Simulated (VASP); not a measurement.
# Energy of TiO along an even scaling of the cell

System: TiO (4 atoms in the cell).
Method: Kohn-Sham DFT of a periodic cell, PBEsol, VASP PAW PBE potentials, recommended, no spin polarisation (VASP 6.6.1).

The 7 runs differ only in the geometry, by an even scaling of the cell at fixed fractional positions. The structure derives from a Materials Project entry.

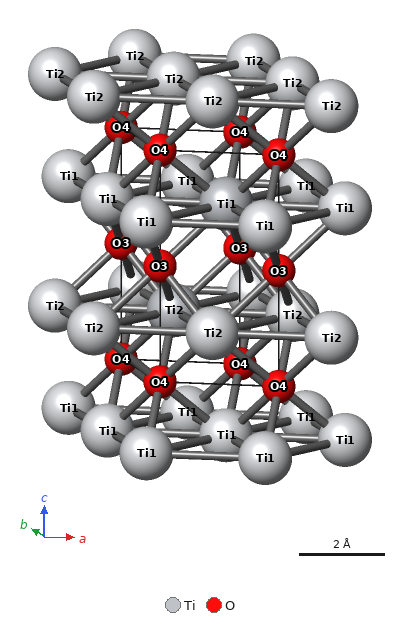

Figure 1. The structure of run 4 (ball-and-stick view of the cell of the calculation, seen slightly off an axis; neighbours outside the cell are drawn fainter; atoms are numbered from 1 in the order of the input).

**INCAR of run 4**
```
PREC = Accurate
ENCUT = 520
EDIFF = 1E-7
ISMEAR = -1
SIGMA = 0.05
LREAL = False
LASPH = True
NELM = 60
ALGO = Normal
ISIF = 2
LWAVE = False
LCHARG = True
GGA = PS
LELF = True
LVHAR = True
NBANDS = 26
```

**KPOINTS of run 4**
```
Automatic mesh
0
Gamma
  11 11 5
```

**POSCAR of run 4**
```
TiO
1.0
    2.8516080131      0.0000000000      0.0000000000
   -1.4258040066      2.4695649810      0.0000000000
    0.0000000000      0.0000000000      5.5675030000
Ti O
2 2
Direct
    0.6666666667      0.3333333333      0.7500000000
    0.3333333333      0.6666666667      0.2500000000
    0.0000000000      0.0000000000      0.5000000000
    0.0000000000      0.0000000000      0.0000000000
```

Command:
```bash
cat potpaw_PBE.64/Ti_sv/POTCAR potpaw_PBE.64/O/POTCAR > POTCAR
mpirun -np 1 vasp_std > vasp.out
```

Lattice vectors (Å) and fractional positions of run 4:
```
   2.851608    0.000000    0.000000
  -1.425804    2.469565    0.000000
   0.000000    0.000000    5.567503
Ti  0.666667  0.333333  0.750000
Ti  0.333333  0.666667  0.250000
O   0.000000  0.000000  0.500000
O   0.000000  0.000000  0.000000
```

Run 3 has the same physical settings and fractional positions; its lattice vectors (Å) are:
```
   2.832469    0.000000    0.000000
  -1.416235    2.452990    0.000000
   0.000000    0.000000    5.530136
```

**Results, with one run withheld**

```tsv
run	volume per atom (Å³)	free energy per atom, from the lowest run given (meV)	pressure (GPa)
1	9.214	3.75	5.65
2	9.410	0.00	0.08
3	9.606	?	?
4	9.802	11.14	−9.34
5	9.998	24.74	−13.32
6	10.194	42.96	−16.88
7	10.390	65.28	−20.06
```

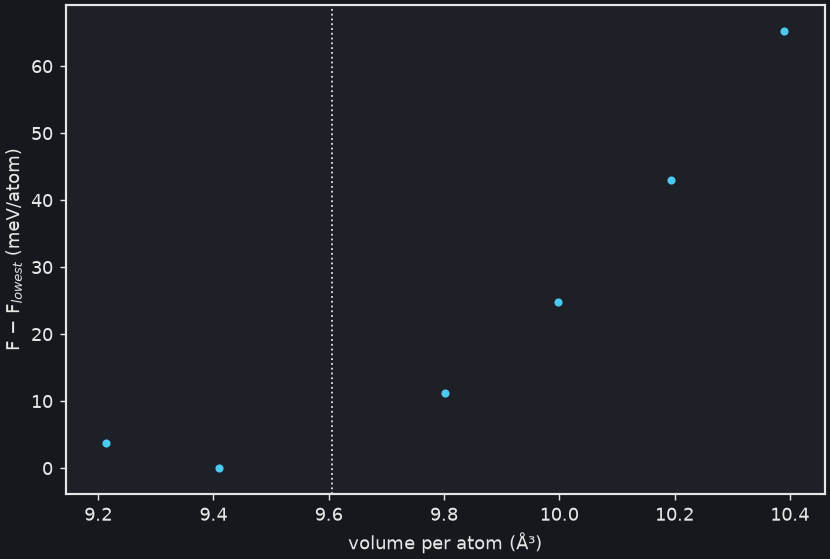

Figure 2. Free energy per atom of the runs given; the dotted line marks run 3.

Estimate the energy of run 3 from the others.

A cubic polynomial in V^(−2/3) (the Birch–Murnaghan form), fitted to the 6 runs given, misses them by at most 0.01 meV per atom. With x = V^(−2/3) − 0.21807 Å⁻², it reads F = 12.177 − 3994.4 x + 3.2536e+05 x² + 2.9342e+05 x³ (meV per atom). At run 3 it gives 2.69 meV per atom, and the run itself gives 2.68. The slope of the fit gives a pressure −dF/dV of −4.64 GPa there, and the run prints −4.90 GPa. The two needn't agree exactly: the fit is approximate, and the printed stress is taken on a finite basis. The fit has its minimum at 9.423 Å³ per atom, where V d²F/dV² gives 251 GPa. Cell shape and fractional positions are held, so this is the stiffness under even scaling; the relaxed bulk modulus wasn't computed.

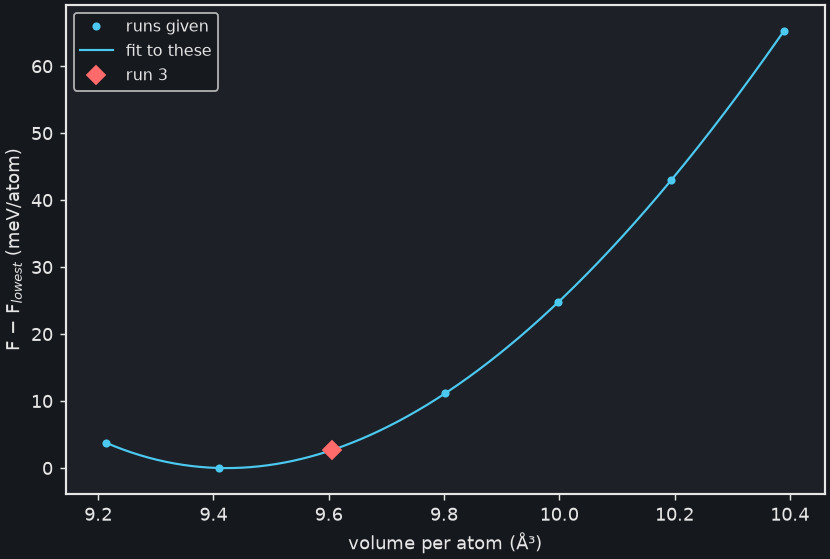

Figure 3. The fit and the withheld run.

**OSZICAR and lines of OUTCAR (run 3)**
```
N       E                     dE             d eps       ncg     rms          rms(c)
DAV:   1     0.446480184836E+03    0.44648E+03   -0.18448E+04  2496   0.177E+03
DAV:   2     0.145077859532E+02   -0.43197E+03   -0.41457E+03  2590   0.499E+02
DAV:   3    -0.391078805477E+02   -0.53616E+02   -0.52578E+02  3432   0.165E+02
DAV:   4    -0.431939006153E+02   -0.40860E+01   -0.40501E+01  3608   0.387E+01
DAV:   5    -0.433119679230E+02   -0.11807E+00   -0.11804E+00  3268   0.595E+00    0.212E+01
DAV:   6    -0.376036159522E+02    0.57084E+01   -0.30565E+01  3406   0.549E+01    0.688E+00
DAV:   7    -0.374264300433E+02    0.17719E+00   -0.28021E+00  3074   0.150E+01    0.546E+00
DAV:   8    -0.374547076636E+02   -0.28278E-01   -0.11171E+00  2976   0.773E+00    0.314E+00
DAV:   9    -0.373891501538E+02    0.65558E-01   -0.35816E-01  2642   0.443E+00    0.890E-01
DAV:  10    -0.373921225268E+02   -0.29724E-02   -0.16638E-02  3426   0.108E+00    0.349E-01
DAV:  11    -0.373913350758E+02    0.78745E-03   -0.39778E-03  2774   0.471E-01    0.469E-02
DAV:  12    -0.373913324264E+02    0.26494E-05   -0.18205E-04  3152   0.112E-01    0.253E-02
DAV:  13    -0.373913290230E+02    0.34034E-05   -0.98079E-06  3058   0.228E-02    0.102E-02
DAV:  14    -0.373913287757E+02    0.24734E-06   -0.20904E-06  2864   0.111E-02    0.169E-03
DAV:  15    -0.373913287764E+02   -0.67030E-09   -0.70032E-08  1412   0.282E-03
   1 F= -.37391329E+02 E0= -.37387868E+02  d E =-.692212E-02
[... from OUTCAR:]
  free energy    TOTEN  =       -37.39132878 eV
  energy without entropy =      -37.38440666  energy(sigma->0) =      -37.38786772
 E-fermi :  11.5104     XC(G=0): -13.1440     alpha+bet :-18.5197
  free  energy   TOTEN  =       -37.3913287764 eV
  energy  without entropy=      -37.3844066579  energy(sigma->0) =      -37.38786772
```
